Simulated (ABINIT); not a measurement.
# SnTe: phonon calculation (part 1 of 3)

System: SnTe (Fm-3m, 2 atoms in the cell).
Method: Kohn-Sham DFT of a periodic cell, LDA, PseudoDojo NC SR LDA v0.4.1 standard, no spin polarisation (ABINIT 10.8.3).

The structure derives from an entry of the Crystallography Open Database.

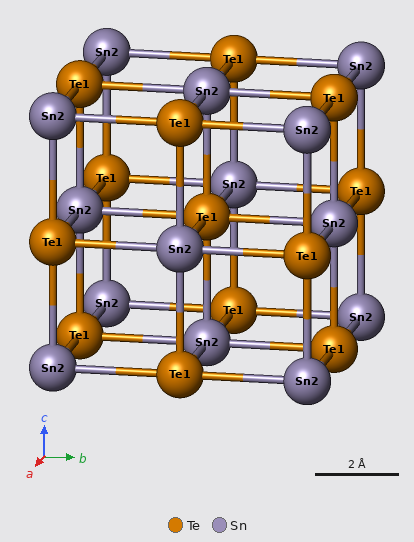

**Figure 1.** The input geometry (ball-and-stick view of the cell 4 times as large as that of the calculation, set on its symmetry axes, seen slightly off an axis; atoms are numbered from 1 in the order of the input). An atom can appear more than once, as a periodic image.

The input:
```
ndtset 3

pp_dirpath "./"
pseudos "Te.upf, Sn.upf"

acell 3*1.0 Angstrom
rprim
     0.0000000000     3.1508500000     3.1508500000
     3.1508500000     0.0000000000     3.1508500000
     3.1508500000     3.1508500000     0.0000000000
ntypat 2
znucl 52 50
natom 2
typat 1 2
xred
            1/2            1/2            1/2
            0.0            0.0            0.0

ecut 35.0

ngkpt 4 4 4
nshiftk 4
shiftk
     0.5000000000     0.5000000000     0.5000000000
     0.5000000000     0.0000000000     0.0000000000
     0.0000000000     0.5000000000     0.0000000000
     0.0000000000     0.0000000000     0.5000000000

ixc 7

nband 15
occopt 1

nstep 80
diemac 6.0

prteig 0
prtebands 0
prtwf 0
prtden 0
prtpot 0

kptopt1 1
tolvrs1 1.0e-15
prtwf1 1

iscf2 -3
rfelfd2 2
rfdir2 1 1 1
getwfk2 1
kptopt2 2
nqpt2 1
qpt2 0.0 0.0 0.0
tolwfr2 1.0e-18
prtwf2 1

rfelfd3 3
rfphon3 1
rfatpol3 1 2
rfdir3 1 1 1
getwfk3 1
getddk3 2
kptopt3 2
nqpt3 1
qpt3 0.0 0.0 0.0
tolvrs3 1.0e-8
```

File mrgddb.in:
```
merged_DDB
SnTe
2
runo_DS1_DDB
runo_DS3_DDB
```

File anaddb.abi:
```
ddb_filepath "merged_DDB"
output_file "anaddb.abo"
outdata_prefix "ana"
asr 1
chneut 1
dipdip 1
dieflag 1
enunit 0
nfreq 1
frmin 0.0
frmax 0.0
eivec 1
nph1l 1
qph1l 0.0 0.0 0.0 1.0
nph2l 3
qph2l
  1.0 0.0 0.0 0.0
  0.0 1.0 0.0 0.0
  0.0 0.0 1.0 0.0
```

Run on 4 threads of Intel Xeon @ 2.50GHz (Skylake/Cascade Lake), 128 GiB of memory available, shared host.

Command:
```bash
mpirun --bind-to none -np 4 abinit run.abi > log 2>&1
mrgddb < mrgddb.in > mrgddb.log 2>&1
anaddb anaddb.abi > anaddb.log 2>&1
```

Log:
```
.Version 10.8.3 of ABINIT
 DATASET    1 : space group Fm -3 m (#225); Bravais cF (face-center cubic)
================================================================================
 Values of the parameters that define the memory need for DATASET  1.
     intxc =       0    ionmov =       0      iscf =       7    lmnmax =       6
     lnmax =       6     mgfft =      48  mpssoang =       3    mqgrid =    3001
     natom =       2  nloc_mem =       1    nspden =       1   nspinor =       1
    nsppol =       1      nsym =      48    n1xccc =    2501    ntypat =       2
    occopt =       1   xclevel =       1
       mpw =        4191          nfft =      110592          nkpt =          10
================================================================================
================================================================================

 DATASET    2 : space group Fm -3 m (#225); Bravais cF (face-center cubic)
================================================================================
 Values of the parameters that define the memory need for DATASET  2 (RF).
     intxc =       0      iscf =      -3    lmnmax =       6     lnmax =       6
     mgfft =      48  mpssoang =       3    mqgrid =    3001     natom =       2
  nloc_mem =       1    nspden =       1   nspinor =       1    nsppol =       1
      nsym =      48    n1xccc =    2501    ntypat =       2    occopt =       1
   xclevel =       1
      nfft =      110592          nkpt =         128
================================================================================
================================================================================

 DATASET    3 : space group Fm -3 m (#225); Bravais cF (face-center cubic)
================================================================================
 Values of the parameters that define the memory need for DATASET  3 (RF).
     intxc =       0      iscf =       7    lmnmax =       6     lnmax =       6
     mgfft =      48  mpssoang =       3    mqgrid =    3001     natom =       2
  nloc_mem =       1    nspden =       1   nspinor =       1    nsppol =       1
      nsym =      48    n1xccc =    2501    ntypat =       2    occopt =       1
   xclevel =       1
      nfft =      110592          nkpt =         128
================================================================================
================================================================================

--------------------------------------------------------------------------------
------------- Echo of variables that govern the present computation ------------
--------------------------------------------------------------------------------
 -outvars: echo values of preprocessed input variables --------
            acell      1.8897261259E+00  1.8897261259E+00  1.8897261259E+00 Bohr
              amu      1.27600000E+02  1.18710000E+02
           diemac      6.00000000E+00
             ecut      3.50000000E+01 Hartree
           getddk1          0
           getddk2          0
           getddk3          2
           getwfk1          0
           getwfk2          1
           getwfk3          1
             iscf1          7
             iscf2         -3
             iscf3          7
              ixc           7
           jdtset        1    2    3
                       outvar_i_n : Printing only first  50 k-points.
           kptopt1          1
           kptopt2          2
           kptopt3          2
         kptrlatt        4   -4    4     -4    4    4     -4   -4    4
          kptrlen      4.76339485E+01
            natom           2
            nband1         15
            nband2         15
            nband3         15
           ndtset           3
            ngfft          48      48      48
             nkpt1         10
             nkpt2        128
             nkpt3        128
             nqpt1          0
             nqpt2          1
             nqpt3          1
            nstep          80
             nsym          48
           ntypat           2
        optdriver1          0
        optdriver2          1
        optdriver3          1
           prtden           0
        prtebands           0
           prteig           0
            prtwf1          1
            prtwf2          1
            prtwf3          0
           rfelfd1          0
           rfelfd2          2
           rfelfd3          3
           rfphon1          0
           rfphon2          0
           rfphon3          1
            rprim      0.0000000000E+00  3.1508500000E+00  3.1508500000E+00
                       3.1508500000E+00  0.0000000000E+00  3.1508500000E+00
                       3.1508500000E+00  3.1508500000E+00  0.0000000000E+00
           shiftk      5.00000000E-01  5.00000000E-01  5.00000000E-01
          spgroup         225
           tolvrs1     1.00000000E-15
           tolvrs2     0.00000000E+00
           tolvrs3     1.00000000E-08
           tolwfr1     0.00000000E+00
           tolwfr2     1.00000000E-18
           tolwfr3     0.00000000E+00
            typat      1  2
                       outvars : Printing only first  50 k-points.
           xangst      3.1508500000E+00  3.1508500000E+00  3.1508500000E+00
                       0.0000000000E+00  0.0000000000E+00  0.0000000000E+00
            xcart      5.9542435638E+00  5.9542435638E+00  5.9542435638E+00
                       0.0000000000E+00  0.0000000000E+00  0.0000000000E+00
             xred      5.0000000000E-01  5.0000000000E-01  5.0000000000E-01
                       0.0000000000E+00  0.0000000000E+00  0.0000000000E+00
            znucl       52.00000   50.00000

================================================================================

 chkinp: Checking input parameters for consistency, jdtset=   1.

 chkinp: Checking input parameters for consistency, jdtset=   2.

 chkinp: Checking input parameters for consistency, jdtset=   3.

================================================================================
== DATASET  1 ==================================================================

--- !DatasetInfo
iteration_state: {dtset: 1, }
dimensions: {natom: 2, nkpt: 10, mband: 15, nsppol: 1, nspinor: 1, nspden: 1, mpw: 4191, }
cutoff_energies: {ecut:  35.0, pawecutdg:  -1.0, }
electrons: {nelect:   3.00000000E+01, charge:   0.00000000E+00, occopt:   1.00000000E+00, tsmear:   1.00000000E-02, }
meta: {optdriver: 0, ionmov: 0, optcell: 0, iscf: 7, paral_kgb: 0, }
...

 Exchange-correlation functional for the present dataset will be:
  LDA: Perdew-Wang 92 LSD fit to Ceperley-Alder data - ixc=7
  J.P.Perdew and Y.Wang, PRB 45, 13244 (1992)

 Real(R)+Recip(G) space primitive vectors, cartesian coordinates (Bohr,Bohr^-1):
 R(1)=  0.0000000  5.9542436  5.9542436  G(1)= -0.0839737  0.0839737  0.0839737
 R(2)=  5.9542436  0.0000000  5.9542436  G(2)=  0.0839737 -0.0839737  0.0839737
 R(3)=  5.9542436  5.9542436  0.0000000  G(3)=  0.0839737  0.0839737 -0.0839737
 Unit cell volume ucvol=  4.2219179E+02 bohr^3
 Angles (23,13,12)=  6.00000000E+01  6.00000000E+01  6.00000000E+01 degrees

 getcut: wavevector=  0.0000  0.0000  0.0000  ngfft=  48  48  48
         ecut(hartree)=     35.000   => boxcut(ratio)=   2.14043

--- Pseudopotential description ------------------------------------------------
- pspini: atom type   1  psp file is ./Te.upf
  52.00000  16.00000  180309                  znucl, zion, pspdat
12 -1012 2 -1 1278                            pspcod,pspxc,lmax,lloc,mmax
     nproj     2     2     2

- pspini: atom type   2  psp file is ./Sn.upf
  50.00000  14.00000  180309                  znucl, zion, pspdat
12 -1012 2 -1 1608                            pspcod,pspxc,lmax,lloc,mmax
     nproj     2     2     2

   2.05907911E+03                                ecore*ucvol(ha*bohr**3)
--------------------------------------------------------------------------------

================================================================================

--- !BeginCycle
iteration_state: {dtset: 1, }
solver: {iscf: 7, nstep: 80, nline: 4, wfoptalg: 0, }
tolerances: {tolvrs: 1.00E-15, }
...

     iter   Etot(hartree)      deltaE(h)  residm     vres2
 ETOT  1  -181.23906653702    -1.812E+02 5.534E-01 6.776E+02
 ETOT  2  -183.11415534616    -1.875E+00 9.026E-03 9.666E+02
 ETOT  3  -183.21512111453    -1.010E-01 1.816E-03 1.279E+02
 ETOT  4  -183.22177616444    -6.655E-03 1.043E-04 7.700E+01
 ETOT  5  -183.22940220762    -7.626E-03 5.516E-05 1.238E+01
 ETOT  6  -183.23080129583    -1.399E-03 1.223E-05 6.769E-01
 ETOT  7  -183.23087763297    -7.634E-05 1.932E-06 3.907E-02
 ETOT  8  -183.23088261246    -4.979E-06 3.340E-07 1.669E-04
 ETOT  9  -183.23088264503    -3.257E-08 2.597E-08 1.274E-04
 ETOT 10  -183.23088266579    -2.076E-08 8.031E-09 3.332E-08
 ETOT 11  -183.23088266660    -8.067E-10 9.108E-10 4.003E-09
 ETOT 12  -183.23088266675    -1.510E-10 2.887E-10 1.454E-09
 ETOT 13  -183.23088266678    -3.197E-11 3.191E-11 1.203E-10
 ETOT 14  -183.23088266679    -3.467E-12 1.071E-11 4.245E-11
 ETOT 15  -183.23088266679    -4.121E-12 1.165E-12 4.226E-12
 ETOT 16  -183.23088266679    -5.684E-13 4.070E-13 9.626E-12
 ETOT 17  -183.23088266679     2.842E-12 4.356E-14 8.143E-13
 ETOT 18  -183.23088266679    -1.762E-12 1.573E-14 2.506E-13
 ETOT 19  -183.23088266679    -3.382E-12 1.642E-15 1.754E-15
 ETOT 20  -183.23088266678     1.535E-11 6.072E-16 2.879E-15
 ETOT 21  -183.23088266679    -1.054E-11 6.321E-17 6.729E-16

 At SCF step   21       vres2   =  6.73E-16 < tolvrs=  1.00E-15 =>converged.

 Cartesian components of stress tensor (hartree/bohr^3)
  sigma(1 1)=  4.68896844E-05  sigma(3 2)=  0.00000000E+00
  sigma(2 2)=  4.68896844E-05  sigma(3 1)=  0.00000000E+00
  sigma(3 3)=  4.68896844E-05  sigma(2 1)=  0.00000000E+00

--- !ResultsGS
iteration_state: {dtset: 1, }
comment   : Summary of ground state results
lattice_vectors:
- [  0.0000000,   5.9542436,   5.9542436, ]
- [  5.9542436,   0.0000000,   5.9542436, ]
- [  5.9542436,   5.9542436,   0.0000000, ]
lattice_lengths: [   8.42057,    8.42057,    8.42057, ]
lattice_angles: [ 60.000,  60.000,  60.000, ] # degrees, (23, 13, 12)
lattice_volume:   4.2219179E+02
convergence: {deltae: -1.054E-11, res2:  6.729E-16, residm:  6.321E-17, diffor: null, }
etotal    :  -1.83230883E+02
entropy   :   0.00000000E+00
fermie    :   1.79082000E-01
cartesian_stress_tensor: # hartree/bohr^3
- [  4.68896844E-05,   0.00000000E+00,   0.00000000E+00, ]
- [  0.00000000E+00,   4.68896844E-05,   0.00000000E+00, ]
- [  0.00000000E+00,   0.00000000E+00,   4.68896844E-05, ]
pressure_GPa:  -1.3795E+00
xred      :
- [  5.0000E-01,   5.0000E-01,   5.0000E-01, Te]
- [  0.0000E+00,   0.0000E+00,   0.0000E+00, Sn]
cartesian_forces: # hartree/bohr
- [ -0.00000000E+00,  -0.00000000E+00,  -0.00000000E+00, ]
- [ -0.00000000E+00,  -0.00000000E+00,  -0.00000000E+00, ]
force_length_stats: {min:   0.00000000E+00, max:   0.00000000E+00, mean:   0.00000000E+00, }
...

 Integrated electronic density in atomic spheres:
 ------------------------------------------------
 Atom  Sphere_radius  Integrated_density
    1        2.00000         11.93530092
    2        2.00000         10.52470506
================================================================================

 ----iterations are completed or convergence reached----
```
